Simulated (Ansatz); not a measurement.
## Geometry relaxation of TiAl₂ (part 1 of 2)

The run: geometry relaxation of TiAl₂ (Fddd, 12 atoms in the cell). Method and program: DFT r2SCAN, scalar-relativistic, plane waves, PAW, no spin polarisation (Ansatz 0.2.0).

The structure derives from a Materials Project entry. It belongs to a series of runs on one base structure; here: biaxial strain in the a-b plane, c and atoms relaxed: -1.5 %.

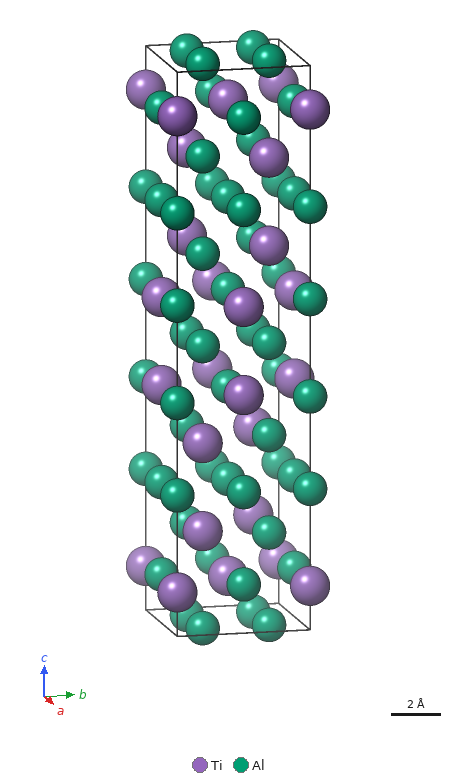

The starting structure (spheres-only view of the cell 4 times as large as that of the calculation, set on its symmetry axes, seen slightly off an axis). An atom can appear more than once, as a periodic image.

**Input file**
```yaml
crystal:
  lattice:
    - [-1.9454668375, 1.9454668375, 11.8955823836]
    - [1.9454668375, -1.9454668375, 11.8955823836]
    - [1.9928690751, 1.9928690751, -11.8955823836]
  atoms:
    - { symbol: Ti, position: [0.6719760467, 0.1719760467, 0.5] }
    - { symbol: Ti, position: [0.9219760467, 0.9219760467, 0.0] }
    - { symbol: Ti, position: [0.8280239533, 0.3280239533, 0.5] }
    - { symbol: Ti, position: [0.0780239533, 0.0780239533, 0.0] }
    - { symbol: Al, position: [0.4136855715, 0.4136855715, 0.0] }
    - { symbol: Al, position: [0.2499883913, 0.2499883913, 0.0] }
    - { symbol: Al, position: [0.7500116087, 0.7500116087, 0.0] }
    - { symbol: Al, position: [0.3363144285, 0.8363144285, 0.5] }
    - { symbol: Al, position: [0.1636855715, 0.6636855715, 0.5] }
    - { symbol: Al, position: [0.5000116087, 1.0000116087, 0.5] }
    - { symbol: Al, position: [-1.16087e-05, 0.4999883913, 0.5] }
    - { symbol: Al, position: [0.5863144285, 0.5863144285, 0.0] }
basis:
  ecutwfc: 500
kpoints:
  mp_grid: { grid: [12, 12, 12] }
hamiltonian:
  xc: r2scan
scf:
  occupations: { method: gaussian, width: 0.1 }
output:
  forces: true
  stress: true
  eigenvalues: true
  write_density: true
  write_potential: true
  elf: true
  volumetric_format: npy
relax:
  adjacent_minimum: "off"
  f_tol: 0.008
  max_steps: 40
  cell: { stress_tol: 0.015, fix: [a, b, gamma] }
```

Run on 2 threads of Oxide Virtual Turin-like (Zen 5), 32 GiB of memory available, shared host.

Launched with:
```bash
ansatz run input.yaml --threads 2 --pin off --max-ram 5120MiB --backend cpu --events-out ev --progress --plain --runs-dir out
```

**Log**
```
basis.fft_grid_basis auto: the FFT boxes are laid along the combinations [[1, -1, 0], [0, 1, 0], [1, 0, 1]] of the cell's own vectors, 5.503, 12.210 and 3.939 Å long. The dense box has 45×90×30 points. Along the cell's own vectors, as sized, it would have 90×90×90, 6.00 times as many. Of the 8 symmetry operations that the crystal satisfies within crystal.symmetry.tolerance (time reversal apart; of a slab, those that keep its plane) the dense box along the cell's own vectors carries 8, and the one as laid loses 6 of those. basis.fft_grid_basis: typed keeps the cell's own vectors: state it where this run's energies or levels are differenced outside the engine with another run's, or held beside a run that keeps those vectors. Those combinations have planes normal to reciprocal vector 3, as the cell's own vectors have. Each planar average written beside output.write_density, output.write_potential has a row for each plane of the box: 30. The volumetric files lie along those combinations, not along the cell's own vectors: a cube or XSF file states them, and fields.json those of NumPy files.
Engine: ansatz 0.2.0, x86_64-unknown-linux-gnu
Pseudopotentials: kind: paw
Pseudopotential: Ti, paw, valence charge 12, recommended cutoff 500 eV (meta_gga), Ti.paw.azcp
Pseudopotential: Al, paw, valence charge 3, recommended cutoff 500 eV (meta_gga), Al.paw.azcp
Functional definition: r2SCAN
  parameter k0 = 0.174
  parameter k1 = 0.065
  parameter a1 = 4.9479
  exchange = r2scan_x(k0 = k0, k1 = k1, a1 = a1)
  correlation = r2scan_c
Crystal: 12 atoms, lattice volume = 184.480 Å³
Basis set: ecut = 500 eV, 4687 PW (Γ), FFT grids on a1−a2, a2, a1+a3, exchange–correlation on 180×360×120 points (64 copies of the dense FFT grid, shifted against one another)
Bands: 48, of which v1, the nominal top of the filled ones, is band 36 counted from 1 (35 counted from 0)
Symmetry: 8 space group operations
Space group: Fddd (ITA 70), of the structure as read, at distance tolerance 5.7e-5 Å
k-points: 280 of 1728
Non-local potential: Ti, projectors of the file, l = 0: 3, l = 1: 2, l = 2: 3, l = 3: 1
Non-local potential: Al, projectors of the file, l = 0: 2, l = 1: 2, l = 2: 1
PAW form: soft (Blöchl's): semilocal exchange-correlation on the pseudo side does not see the compensation charge
PAW frozen core: Ti, regenerated for the run's functional (the file was generated under x = pbe(κ = 0.804, μ = 0.2195149727645171), c = pbe(β = 0.06672455060314922))
PAW frozen core: Al, regenerated for the run's functional (the file was generated under x = pbe(κ = 0.804, μ = 0.2195149727645171), c = pbe(β = 0.06672455060314922))
PAW one-centre angular grid: Ti, 590 points (default); XC on 160 Gauss nodes
PAW one-centre angular grid: Al, 302 points (default); XC on 160 Gauss nodes
Initial density: superposition of atomic densities (neutral atoms: chi_scale 0, normalization atom), corrected by the library's trained network
Initial wavefunctions: pseudopotential atomic-orbital guess
Functional: x = r2scan, c = r2scan; τ floored in thin density (d = 2e-4 eV/Å³)
SCF iter   1: F=—  HF=-14346.255600 eV  |F-HF|=—  |Δ(HF+E_count)|=         —  Δρ=1.11e-2  dr2=2.52e-1  dr2_τ=9.99e-2  ethr=1.77e-3  ⟨swp⟩=7.6  Hψ=63405  notcnv=0
preconditioner: auto → Kerker (q_TF=auto, 2.332 Å⁻¹)  [metal: Δε(μ)=0.001 eV  Ē_g=5.291 eV  σ=0.100 eV  W_gap=0.00  n_scr=40 (ndim 8)  ℏωp=17.3 eV  f_vac=0.000  D(μ)=3.60/eV (n_scr^D=22)]
SCF iter   2: F=—  HF=-14346.413451 eV  |F-HF|=—  |Δ(HF+E_count)|=   1.58e-1  Δρ=3.31e-3  dr2=2.32e-2  dr2_τ=5.14e-3  ethr=3.49e-4  ⟨swp⟩=3.0  Hψ=27976  notcnv=0  defer=1065
SCF iter   3: F=—  HF=-14346.414015 eV  |F-HF|=—  |Δ(HF+E_count)|=   5.64e-4  Δρ=2.00e-3  dr2=7.18e-3  dr2_τ=2.40e-4  ethr=3.22e-5  ⟨swp⟩=2.0  Hψ=16307  notcnv=0  defer=1065
SCF iter   4: F=—  HF=-14346.414226 eV  |F-HF|=—  |Δ(HF+E_count)|=   2.11e-4  Δρ=2.40e-4  dr2=9.77e-5  dr2_τ=4.90e-6  ethr=9.98e-6  ⟨swp⟩=2.5  Hψ=19396  notcnv=0  defer=1065
SCF iter   5: F=—  HF=-14346.414197 eV  |F-HF|=—  |Δ(HF+E_count)|=   2.88e-5  Δρ=5.29e-5  dr2=5.84e-6  dr2_τ=2.87e-7  ethr=1.36e-7  ⟨swp⟩=2.6  Hψ=20704  notcnv=0  defer=1065
SCF iter   6: F=—  HF=-14346.414195 eV  |F-HF|=—  |Δ(HF+E_count)|=   1.50e-6  Δρ=1.08e-5  dr2=2.60e-7  dr2_τ=1.08e-8  ethr=8.11e-9  ⟨swp⟩=2.1  Hψ=17059  notcnv=0  defer=1065
SCF iter   7: F=-14346.414195 eV  HF=-14346.414195 eV  |F-HF|=1.42e-8  |Δ(HF+E_count)|=   1.06e-7  Δρ=3.24e-6  dr2=2.43e-8  dr2_τ=8.12e-10  ethr=1.39e-10  ⟨swp⟩=14.5  Hψ=82796  notcnv=0
SCF 1 converged in 7 iterations: F = -14346.414195 eV  dr2 = 2.43e-8
  greatest PAW one-centre occupation: 1.001 electrons in one spin orbital (limit 2), on the Ti atom at site 2 (counted from 0), in its partial waves of l = 1
relax step   1: F+E_penalty+E_count = -14346.41419544 eV  Δ(F+E_penalty+E_count) = +0.000e0 eV  max|allowed force component| = 3.658e-2 eV/Å  Δτ_max = 0.0000 Å  P = +2.729 GPa  Ω = 184.480 Å³  fix = [a, b, gamma]  reactions: a +4.416, b +4.416 GPa; gamma +9.866 GPa/rad  (7 SCF iters, dr2 threshold 1.00e-7 eV, accepted)
Crystal: 12 atoms, lattice volume = 183.662 Å³
Basis set: ecut = 500 eV, 4651 PW (Γ), FFT grids on a1−a2, a2, a1+a3, exchange–correlation on 180×360×120 points (64 copies of the dense FFT grid, shifted against one another)
Initial density: handed on by an earlier stage of this run
Initial wavefunctions: those handed on with the density
iter 1 solved again at ethr=3.61e-6 eV; its pass at ethr=3.10e-3 eV (dr2=2.60e-3 eV) is discarded
SCF iter   1: F=—  HF=-14346.407795 eV  |F-HF|=—  |Δ(HF+E_count)|=         —  Δρ=9.43e-4  dr2=2.62e-3  dr2_τ=1.14e-2  ethr=3.61e-6  ⟨swp⟩=2.0  Hψ=60689  notcnv=0
preconditioner: auto → Kerker (q_TF=auto, 2.334 Å⁻¹)  [metal: Δε(μ)=0.011 eV  Ē_g=5.218 eV  σ=0.100 eV  W_gap=0.06  n_scr=40 (ndim 8)  ℏωp=17.3 eV  f_vac=0.000  D(μ)=3.71/eV (n_scr^D=22)]
SCF iter   2: F=—  HF=-14346.415353 eV  |F-HF|=—  |Δ(HF+E_count)|=   7.56e-3  Δρ=4.56e-4  dr2=7.44e-4  dr2_τ=1.55e-5  ethr=3.61e-6  ⟨swp⟩=2.0  Hψ=22736  notcnv=0
SCF iter   3: F=—  HF=-14346.415218 eV  |F-HF|=—  |Δ(HF+E_count)|=   1.35e-4  Δρ=2.24e-4  dr2=2.13e-4  dr2_τ=8.54e-6  ethr=1.03e-6  ⟨swp⟩=2.2  Hψ=16874  notcnv=0
SCF iter   4: F=—  HF=-14346.415185 eV  |F-HF|=—  |Δ(HF+E_count)|=   3.33e-5  Δρ=5.60e-5  dr2=7.33e-6  dr2_τ=6.90e-7  ethr=2.95e-7  ⟨swp⟩=2.0  Hψ=17236  notcnv=0
SCF iter   5: F=-14346.415184 eV  HF=-14346.415184 eV  |F-HF|=1.00e-7  |Δ(HF+E_count)|=   8.92e-7  Δρ=2.68e-5  dr2=8.06e-7  dr2_τ=6.85e-8  ethr=1.45e-9  ⟨swp⟩=11.4  Hψ=91851  notcnv=0
SCF 2 converged in 5 iterations: F = -14346.415184 eV  dr2 = 8.06e-7
  Residual-converged pass: ⟨swp⟩=1.0  Hψ=14565  notcnv=0  max |occ|·‖R‖ = 7.1e-9 eV (tolerance 1.0e-8 eV)  dr2=8.06e-7  dr2_τ=6.85e-8  dr2_onsite=1.76e-7  max |Δocc| = 3.2e-10
  greatest PAW one-centre occupation: 1.001 electrons in one spin orbital (limit 2), on the Ti atom at site 3 (counted from 0), in its partial waves of l = 1
relax step   2: F+E_penalty+E_count = -14346.41518397 eV  Δ(F+E_penalty+E_count) = -9.885e-4 eV  max|allowed force component| = 4.626e-2 eV/Å  Δτ_max = 0.0067 Å  P = +3.233 GPa  Ω = 183.662 Å³  energy of the carried Pulay correction = +1.820e-4 eV  fix = [a, b, gamma]  reactions: a +4.628, b +4.628 GPa; gamma +10.217 GPa/rad  (5 SCF iters, dr2 threshold 1.04e-6 eV, accepted)
Crystal: 12 atoms, lattice volume = 183.990 Å³
iter 1 solved again at ethr=1.17e-6 eV; its pass at ethr=3.10e-3 eV (dr2=8.41e-4 eV) is discarded
SCF iter   1: F=—  HF=-14346.414205 eV  |F-HF|=—  |Δ(HF+E_count)|=         —  Δρ=4.76e-4  dr2=8.48e-4  dr2_τ=2.82e-3  ethr=1.17e-6  ⟨swp⟩=2.7  Hψ=58394  notcnv=0
preconditioner: auto → Kerker (q_TF=auto, 2.333 Å⁻¹)  [metal: Δε(μ)=0.005 eV  Ē_g=5.215 eV  σ=0.100 eV  W_gap=0.03  n_scr=40 (ndim 8)  ℏωp=17.3 eV  f_vac=0.000  D(μ)=3.73/eV (n_scr^D=22)]
SCF iter   2: F=—  HF=-14346.415961 eV  |F-HF|=—  |Δ(HF+E_count)|=   1.76e-3  Δρ=2.31e-4  dr2=2.43e-4  dr2_τ=4.27e-6  ethr=1.17e-6  ⟨swp⟩=2.0  Hψ=21410  notcnv=0
SCF iter   3: F=—  HF=-14346.415884 eV  |F-HF|=—  |Δ(HF+E_count)|=   7.72e-5  Δρ=1.18e-4  dr2=6.76e-5  dr2_τ=2.66e-6  ethr=3.38e-7  ⟨swp⟩=2.1  Hψ=16889  notcnv=0
SCF iter   4: F=—  HF=-14346.415874 eV  |F-HF|=—  |Δ(HF+E_count)|=   1.07e-5  Δρ=2.59e-5  dr2=1.89e-6  dr2_τ=1.52e-7  ethr=9.38e-8  ⟨swp⟩=2.0  Hψ=17128  notcnv=0
SCF iter   5: F=-14346.415873 eV  HF=-14346.415873 eV  |F-HF|=3.77e-9  |Δ(HF+E_count)|=   2.44e-7  Δρ=1.33e-5  dr2=2.12e-7  dr2_τ=1.83e-8  ethr=6.81e-10  ⟨swp⟩=10.4  Hψ=86739  notcnv=0
SCF 3 converged in 5 iterations: F = -14346.415873 eV  dr2 = 2.12e-7
relax step   3: F+E_penalty+E_count = -14346.41587327 eV  Δ(F+E_penalty+E_count) = -6.893e-4 eV  max|allowed force component| = 1.872e-3 eV/Å  Δτ_max = 0.0033 Å  P = +3.025 GPa  Ω = 183.990 Å³  energy of the carried Pulay correction = +1.090e-4 eV  fix = [a, b, gamma]  reactions: a +4.538, b +4.538 GPa; gamma +10.065 GPa/rad  (5 SCF iters, dr2 threshold 4.90e-7 eV, accepted)
Initial wavefunctions: pseudopotential atomic-orbital guess (no wavefunctions were taken with the density)
iter 1 solved again at ethr=9.37e-7 eV; its pass at ethr=3.10e-3 eV (dr2=6.74e-4 eV) is discarded
SCF iter   1: F=—  HF=-14346.415787 eV  |F-HF|=—  |Δ(HF+E_count)|=         —  Δρ=1.41e-5  dr2=2.26e-7  dr2_τ=8.44e-8  ethr=9.37e-7  ⟨swp⟩=2.8  Hψ=90313  notcnv=0
eigensolver tolerance schedule: the retry pair's looser diagonalisation over-reported the residual by 2981.79 of it (diagonalisation noise at 9.13 of the residual, at the tolerance the schedule requests for it); recorded, not acted on — ethr = c·dr2/N_el stays at c = 1.0e-1
preconditioner: auto → Kerker (q_TF=auto, 2.333 Å⁻¹)  [metal: Δε(μ)=0.005 eV  Ē_g=5.214 eV  σ=0.100 eV  W_gap=0.03  n_scr=40 (ndim 8)  ℏωp=17.3 eV  f_vac=0.000  D(μ)=3.73/eV (n_scr^D=22)]
SCF iter   2: F=—  HF=-14346.415757 eV  |F-HF|=—  |Δ(HF+E_count)|=   3.01e-5  Δρ=8.48e-6  dr2=8.63e-8  dr2_τ=9.13e-9  ethr=3.14e-10  ⟨swp⟩=2.5  Hψ=17919  notcnv=0
SCF iter   3: F=—  HF=-14346.415757 eV  |F-HF|=—  |Δ(HF+E_count)|=   2.65e-8  Δρ=2.87e-6  dr2=2.21e-8  dr2_τ=1.48e-9  ethr=1.20e-10  ⟨swp⟩=3.0  Hψ=24227  notcnv=0
SCF iter   4: F=—  HF=-14346.415757 eV  |F-HF|=—  |Δ(HF+E_count)|=   3.07e-9  Δρ=6.90e-7  dr2=8.22e-10  dr2_τ=4.84e-11  ethr=3.07e-11  ⟨swp⟩=2.1  Hψ=17358  notcnv=0
SCF iter   5: F=—  HF=-14346.415757 eV  |F-HF|=—  |Δ(HF+E_count)|=  5.09e-11  Δρ=1.58e-7  dr2=4.48e-11  dr2_τ=7.43e-12  ethr=1.14e-12  ⟨swp⟩=2.0  Hψ=19003  notcnv=0
SCF iter   6: F=-14346.415757 eV  HF=-14346.415757 eV  |F-HF|=0.00e0  |Δ(HF+E_count)|=  7.28e-12  Δρ=4.48e-8  dr2=4.66e-12  dr2_τ=1.64e-13  ethr=1.00e-12  ⟨swp⟩=6.2  Hψ=52457  notcnv=0
SCF 4 converged in 6 iterations: F = -14346.415757 eV  dr2 = 4.66e-12
relax step   4: F+E_penalty+E_count = -14346.41575689 eV  Δ(F+E_penalty+E_count) = +1.164e-4 eV  max|allowed force component| = 1.846e-3 eV/Å  Δτ_max = 0.0000 Å  P = +3.025 GPa  Ω = 183.990 Å³  fix = [a, b, gamma]  reactions: a +4.537, b +4.537 GPa; gamma +10.065 GPa/rad  stress off target by 6.78e-4 GPa on what of the cell is left free  SCF on the basis re-selected at this cell (its energy is not comparable with the rows above)  (6 SCF iters)
```

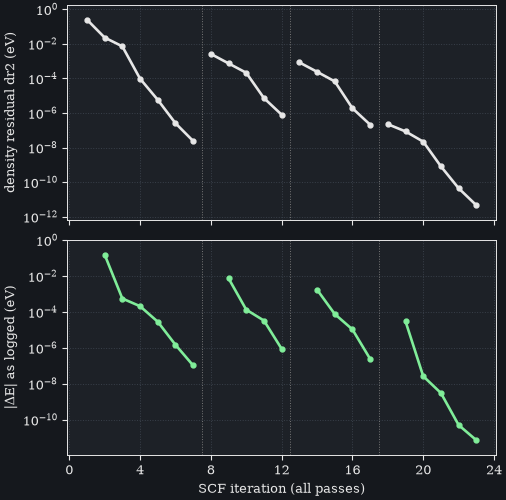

Convergence of the self-consistent field: density residual dr2 and size of the energy change against the SCF iteration. The dotted lines part the SCF passes of the relaxation: geometry steps, rejected trials and re-solves on a re-selected basis. The passes take 7, 5, 5 and 6 iterations.

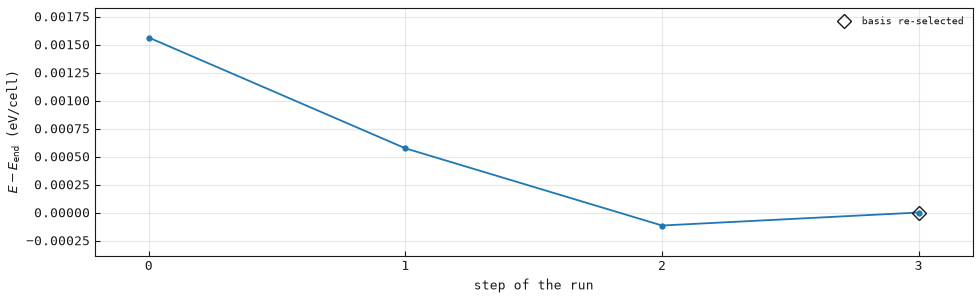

Progress of the relaxation, step by step (the first geometry is step 0 here and step 1 in the log). The atoms keep their places relative to the cell (all moves are under 0.005 Å). Cell: a stays at 5.503 Å, b 5.637 → 5.622 Å (−0.3 %), c stays at 23.791 Å. Volume −0.3 %. Among the contacts that change: Ti1–Al9 2.825 → 2.817 Å, Al10–Al11 2.818 → 2.811 Å, Ti1–Ti4 2.979 → 2.972 Å, Al10–Al12 2.845 → 2.839 Å. The space group stays Fddd (No. 70). After 2 geometry steps the energy has fallen by 1.7 meV per cell of the calculation. Largest force component: 0.037 eV/Å at the start, 0.0018 eV/Å at the end. The pressure goes from 2.73 to 3.02 GPa. A last SCF at the same geometry on a re-selected plane-wave basis shifts the energy by +0.1 meV per cell of the calculation. (Atoms are counted from 1 in the order of the input.)
